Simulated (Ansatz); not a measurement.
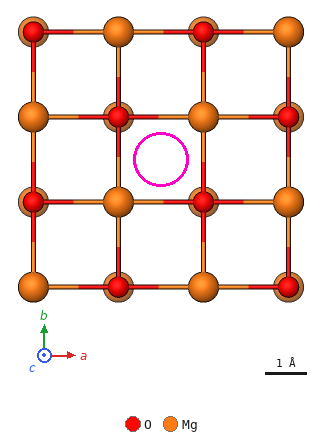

Perfect MgO. A ball-and-stick model of the atoms within 4.6 Å of one point, in a slice 4.2 Å thick across the line of sight, seen along the c axis.

The calculation used DFT, PBEsol, PAW, plane waves in Ansatz. Settings: plane-wave cutoff 420 eV; k-point mesh 1 × 1 × 1; mesh shifted by (0.25, 0.25, 0.25); no spin polarisation. Fermi-Dirac smearing of 0.01 eV. The axes drawn are those of the host's conventional cell.

An extra magnesium atom is put between the host's atoms (an interstitial) at the ringed place, in charge state 0. The supercell has 64 sites, and the atoms are relaxed at the host's cell.

**How do the neighbours respond?**

The Mg atom starts with 4 Mg at 1.82 to 1.83 Å, 4 O at 1.82 to 1.83 Å around its place and ends with 4 O at 1.87 to 1.89 Å. Of the host's atoms, a magnesium atom moves furthest from its site, by 0.48 Å.

The relaxed defect, seen from the same direction:

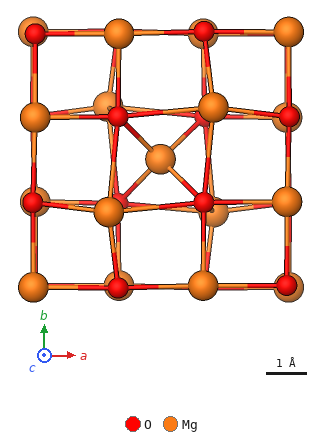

Limits of the set-up: the periodic images lie only 8.4 Å apart, so the values are limited by the cell's size.
